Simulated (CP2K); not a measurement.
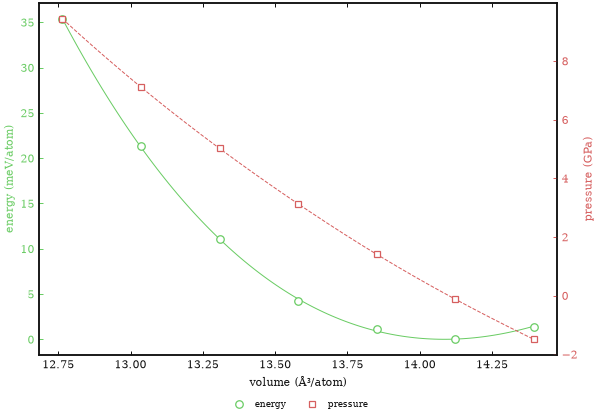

Method: DFT in Gaussian orbitals with a plane-wave density, no spin polarisation; energies at scaled volumes of the given cell, shape and fractions fixed, counted from the fit's minimum, third-order Birch-Murnaghan fit (CP2K 2026.2). Level: PBE.

- k mesh: 8×8×8
- occupations: Fermi–Dirac
- smearing width: 0.05 eV
- potentials: GTH PBE with UZH TZVP basis
- density cutoff: 10200 eV
- program settings: ngrids 4, rel cutoff ry 60, cutoff ry 750, basis sets Ca TZVP-MOLOPT-PBE-GTH-q10, basis sets F TZVP-MOLOPT-PBE-GTH-q7

Cell as given: a = 3.862 Å, b = 3.862 Å, c = 3.862 Å, α = 60.00°, β = 60.00°, γ = 60.00°; 3 atoms.

Energy and pressure against volume for CaF₂, space group Fm-3m (No. 225).

A third-order Birch–Murnaghan fit gives V0 = 14.09 Å³/atom, B0 = 72 GPa and B′ = 6.3. The energy is 35.34 meV/atom at volume 12.76 Å³/atom and 1.41 meV/atom at 14.39 Å³/atom; the lowest computed point is at volume 14.12 Å³/atom (0.03 meV/atom), in a single well. The pressure falls from 9.44 GPa at volume 12.76 Å³/atom to −1.49 GPa at 14.39 Å³/atom, and changes sign near 14.10 Å³/atom.
